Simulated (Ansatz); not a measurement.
# Single-point calculation of HfO2

System: HfO2 (Cm, 3 atoms in the cell).
Method: DFT r2SCAN, scalar-relativistic, plane waves, PAW, no spin polarisation (Ansatz 0.2.0).

The structure derives from an entry of the Crystallography Open Database. It belongs to a series of runs on one base structure; here: atom 1 (Hf) moved by (-0.600, -0.300) A along x and y. Figures and captions count atoms from 1; the log counts them from 0 in places.

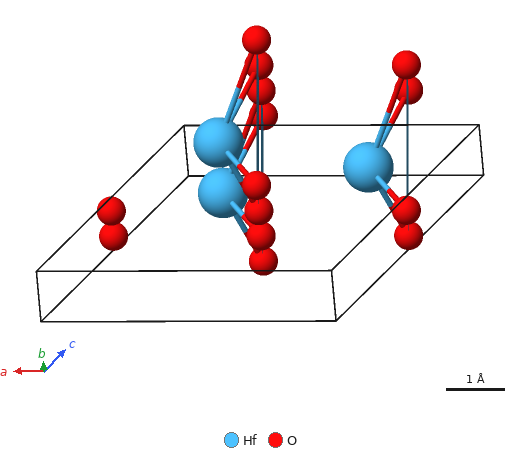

Figure 1. The structure (polyhedral view of the cell 2 times as large as that of the calculation, set on its symmetry axes, seen at an oblique angle; polyhedra are completed across the faces of the cell). An atom can appear more than once, as a periodic image.

The input
```yaml
crystal:
  lattice:
    - [0.0, 2.5575, 2.5575]
    - [2.5575, 0.0, 2.5575]
    - [2.5575, 2.5575, 0.0]
  atoms:
    - { symbol: Hf, position: [0.0586510264, -0.0586510264, -0.1759530792] }
    - { symbol: O, position: [0.25, 0.25, 0.25] }
    - { symbol: O, position: [0.75, 0.75, 0.75] }
basis:
  ecutwfc: 500
kpoints:
  mp_grid: { grid: [8, 8, 8] }
hamiltonian:
  xc: r2scan
scf:
  occupations: { method: gaussian, width: 0.05 }
output:
  forces: true
  stress: true
  eigenvalues: true
  write_density: true
  write_potential: true
  elf: true
  volumetric_format: npy
```

Command:
```bash
ansatz run input.yaml --threads 1 --pin off --max-ram 2560MiB --backend cpu --events-out ev --progress --plain --runs-dir out
```

What the program printed
```
Engine: ansatz 0.2.0, x86_64-unknown-linux-gnu
Pseudopotentials: kind: paw
Pseudopotential: Hf, paw, valence charge 26, recommended cutoff 500 eV (meta_gga), Hf.paw.azcp
Pseudopotential: O, paw, valence charge 6, recommended cutoff 500 eV (meta_gga), O.paw.azcp
Functional definition: r2SCAN
  parameter k0 = 0.174
  parameter k1 = 0.065
  parameter a1 = 4.9479
  exchange = r2scan_x(k0 = k0, k1 = k1, a1 = a1)
  correlation = r2scan_c
Crystal: 3 atoms, lattice volume = 33.456 Å³
Basis set: ecut = 500 eV, 869 PW (Γ), exchange–correlation on 108×108×108 points (64 copies of the dense FFT grid, shifted against one another)
Bands: 23, of which v1, the nominal top of the filled ones, is band 19 counted from 1 (18 counted from 0)
Symmetry: 2 space group operations
Space group: Cm (ITA 8), of the structure as read, at distance tolerance 3.2e-5 Å
k-points: 150 of 512 (time reversal used)
Non-local potential: Hf, projectors of the file, l = 0: 3, l = 1: 2, l = 2: 2, l = 3: 3
Non-local potential: O, projectors of the file, l = 0: 2, l = 1: 2, l = 2: 1
PAW form: soft (Blöchl's): semilocal exchange-correlation on the pseudo side does not see the compensation charge
PAW frozen core: Hf, regenerated for the run's functional (the file was generated under x = pbe(κ = 0.804, μ = 0.2195149727645171), c = pbe(β = 0.06672455060314922))
PAW frozen core: O, regenerated for the run's functional (the file was generated under x = pbe(κ = 0.804, μ = 0.2195149727645171), c = pbe(β = 0.06672455060314922))
PAW one-centre angular grid: Hf, 974 points (default); XC on 160 Gauss nodes
PAW one-centre angular grid: O, 302 points (default); XC on 160 Gauss nodes
Initial density: superposition of atomic densities (neutral atoms: chi_scale 0, normalization atom), corrected by the library's trained network
Initial wavefunctions: pseudopotential atomic-orbital guess
Functional: x = r2scan, c = r2scan; τ floored in thin density (d = 2e-4 eV/Å³)
SCF iter   1: F=—  HF=-16873.654548 eV  |F-HF|=—  |Δ(HF+E_count)|=         —  Δρ=1.03e-2  dr2=2.85e-2  dr2_τ=2.98e-1  ethr=1.77e-3  ⟨swp⟩=5.7  Hψ=13718  notcnv=0
preconditioner: auto → none  [insulator: Δε(μ)=3.831 eV  Ē_g=19.230 eV  σ=0.050 eV  W_gap=1.00  n_scr=14 (ndim 8)  ℏωp=38.5 eV  f_vac=0.060  D(μ)=0.00/eV (n_scr^D=0)  ε∞_Penn≈5.0]
SCF iter   2: F=—  HF=-16873.744871 eV  |F-HF|=—  |Δ(HF+E_count)|=   9.03e-2  Δρ=5.19e-3  dr2=3.07e-3  dr2_τ=1.47e-3  ethr=7.49e-5  ⟨swp⟩=2.1  Hψ=8113  notcnv=0
SCF iter   3: F=—  HF=-16873.747692 eV  |F-HF|=—  |Δ(HF+E_count)|=   2.82e-3  Δρ=2.84e-3  dr2=9.06e-4  dr2_τ=1.87e-4  ethr=8.07e-6  ⟨swp⟩=2.0  Hψ=6670  notcnv=0
SCF iter   4: F=—  HF=-16873.747479 eV  |F-HF|=—  |Δ(HF+E_count)|=   2.12e-4  Δρ=1.06e-3  dr2=3.67e-4  dr2_τ=5.99e-5  ethr=2.38e-6  ⟨swp⟩=2.0  Hψ=6454  notcnv=0
SCF iter   5: F=—  HF=-16873.747423 eV  |F-HF|=—  |Δ(HF+E_count)|=   5.66e-5  Δρ=1.63e-4  dr2=4.25e-6  dr2_τ=2.19e-6  ethr=9.65e-7  ⟨swp⟩=2.0  Hψ=5700  notcnv=0
SCF iter   6: F=—  HF=-16873.747424 eV  |F-HF|=—  |Δ(HF+E_count)|=   9.03e-7  Δρ=6.23e-5  dr2=3.22e-7  dr2_τ=1.25e-7  ethr=1.12e-8  ⟨swp⟩=2.0  Hψ=6300  notcnv=0
SCF iter   7: F=-16873.747424 eV  HF=-16873.747424 eV  |F-HF|=3.57e-8  |Δ(HF+E_count)|=   8.68e-7  Δρ=1.72e-5  dr2=7.88e-8  dr2_τ=2.63e-8  ethr=2.63e-10  ⟨swp⟩=9.1  Hψ=29281  notcnv=0
SCF 1 converged in 7 iterations: F = -16873.747424 eV  dr2 = 7.88e-8
  Residual-converged pass: ⟨swp⟩=1.0  Hψ=4050  notcnv=0  max |occ|·‖R‖ = 7.0e-9 eV (tolerance 1.0e-8 eV)  dr2=7.88e-8  dr2_τ=2.63e-8  dr2_onsite=8.93e-9  max |Δocc| = 0.0e0
  greatest PAW one-centre occupation: 0.999 electrons in one spin orbital (limit 2), on the Hf atom at site 0 (counted from 0), in its partial waves of l = 3
SCF converged after 7 iterations
Free energy (F): -16873.747424 eV
Harris-Foulkes:  -16873.747424 eV  (|F-HF|=3.57e-8)
Internal energy: -16873.747424 eV  (E = F + TS)
E sigma→0 (E₀):  -16873.747424 eV
Fermi energy:    16.770277 eV
--- Per-component energies (eV) ---
  E_band       = 12.302208
  E_kinetic    = 789.901724
  E_local      = -6078.326975  (includes V_loc(G=0)·N_el)
  E_nonlocal   = -1148.951458
  E_hartree    = 2795.482661
  E_xc         = -434.004828
  E_vxc        = -510.015948  (∫ρ·V_xc dr)
  E_paw        = -7276.442121  (= ΣΔE_a)
  E_vpaw       = 1340.570205  (= ΣTr[D̂ρ^β])
  E_aug_tail   = 0.002109  (compensation charges beyond the density's cutoff)
  E_vtau       = 28.149970  (kinetic-family band-sum trace: ∫τ·v_τ [+ j·A + Jᵃ·Aᵃ] dr)
  E_ewald      = -5521.666176
  E_core_change = 0.257640  (= ΣΔE_core)
  E_smearing   = -0.000000  (= −TS)
  E_closure    = 0.000000  (closes the sum)
  Σ components = -16873.747424   (vs F -16873.747424, Δ=0.00e0)
--- Forces (eV/Å), atoms counted from 1 ---
  atom   1  Hf     8.17091918     6.95594779     0.00000000
  atom   2  O     -4.08529218    -3.47770387     5.05162677
  atom   3  O     -4.08529218    -3.47770387    -5.05162677
  max |Σ_I F_I| component: 5.40e-4 eV/Å
--- Stress (GPa, compression-positive) ---
       25.547914      24.696391       0.000000
       24.696388      45.250881       0.000000
        0.000000       0.000000      63.446002
  P = ⅓ Tr σ = 44.7483 GPa (447.483 kbar)
--- Band table (eV; the first three rows and the last of 150) ---
  k-point 0: bands = ["-46.8367", "-15.3727", "-15.3435", "-14.8646", "-4.5201", "-2.7238", "4.8914", "4.9070", "4.9090", "4.9333", "4.9491", "4.9891", "5.0640", "9.7390", "10.5829", "11.1759", "12.3416", "13.0062", "13.5955", "19.9855", "20.9433", "23.3766", "24.0648"]
  k-point 1: bands = ["-46.8345", "-15.4487", "-15.3596", "-14.8750", "-4.3175", "-2.7157", "4.8854", "4.9043", "4.9124", "4.9304", "4.9406", "4.9865", "5.0609", "9.7675", "10.4856", "11.5544", "12.3301", "12.6804", "13.5351", "20.1707", "21.2675", "23.0337", "24.0059"]
  k-point 2: bands = ["-46.8294", "-15.6424", "-15.3799", "-14.8992", "-3.8983", "-2.6097", "4.8590", "4.8978", "4.9160", "4.9261", "4.9365", "4.9853", "5.0421", "9.8864", "10.5199", "11.7452", "12.2586", "12.5847", "13.2334", "20.2768", "21.3786", "22.5912", "24.3119"]
  k-point 149: bands = ["-46.8156", "-15.9696", "-15.6349", "-15.0201", "-2.2555", "-2.1388", "4.8137", "4.8399", "4.8713", "4.8885", "4.9387", "4.9929", "5.0188", "8.5985", "10.7639", "11.0972", "11.1330", "14.3075", "14.9157", "19.0543", "20.9703", "21.0868", "23.2849"]
```

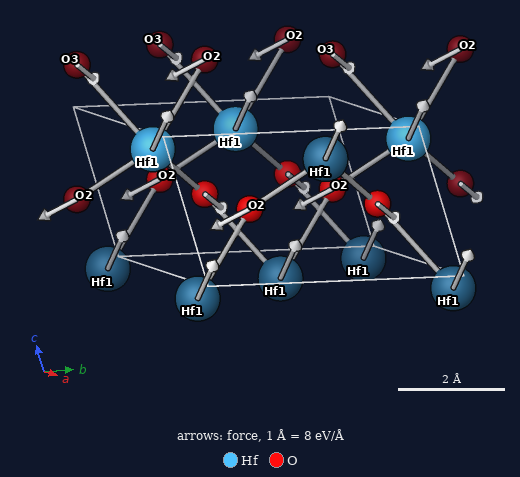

Figure 2. Forces on the atoms as white arrows (ball-and-stick view of the cell 2 times as large as that of the calculation, set on its symmetry axes, seen slightly off an axis; neighbours outside the cell are drawn fainter; atoms are numbered from 1 in the order of the input). The largest act on Hf1 (10.73 eV/Å); O2, O3 (7.37 eV/Å). The geometry is not a stationary point of this energy.

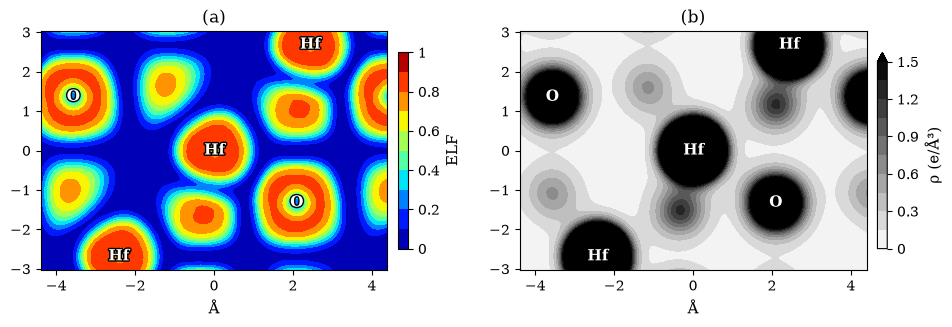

Figure 3. (a) electron localisation function; (b) valence electron density on the (111) plane of the conventional cell. Away from the nuclei the density in this plane falls to 0.03 e/Å³ at its lowest. The strong features right at Hf lie inside the PAW spheres (semicore, d or f shells) and say nothing about bonding. Core electrons are frozen (PAW), so the fields are smoothed inside the atomic spheres.

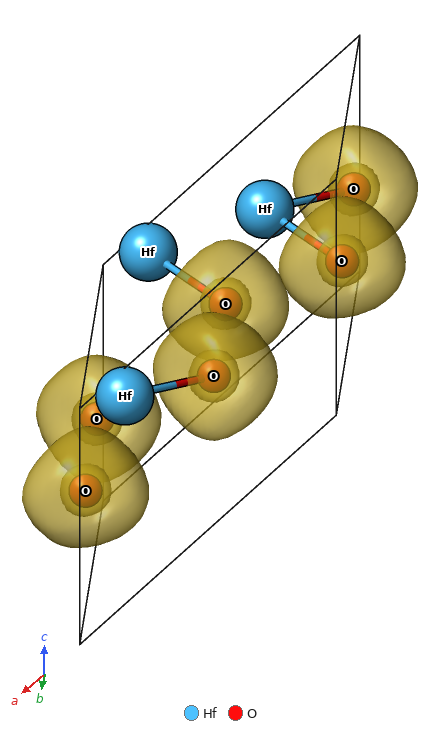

Figure 4. Isosurface of the electron localisation function at 0.7 (yellow), seen at an oblique angle. Only the valence region is drawn (cores and ρ < 0.01 e/Å³ removed). Sticks mark near contacts. The outline is the cell set on symmetry axes. Along the contacts the grid gives the following. Hf–O (1.75 Å): the ELF peaks at about 0.80 in the valence shell of O, 0.5 Å from its nucleus, and drops to about 0.30 between the two atoms.

Results in brief

```tsv
quantity	value
outcome	converged
space group (tolerance 0.01 Å)	Cm (8)
electrons treated	38
free energy	−16873.7474 eV
Fermi energy	16.770 eV
gap on the k-point mesh	3.71 eV
pressure	44.75 GPa
largest force (length of the vector)	10.731 eV/Å
hardware	1 thread of Intel Xeon (Granite Rapids), 176 GiB of memory available, shared host
wall time	15 s
peak memory	0.57 GiB
```

Spin–orbit coupling is left out, which matters for Hf.
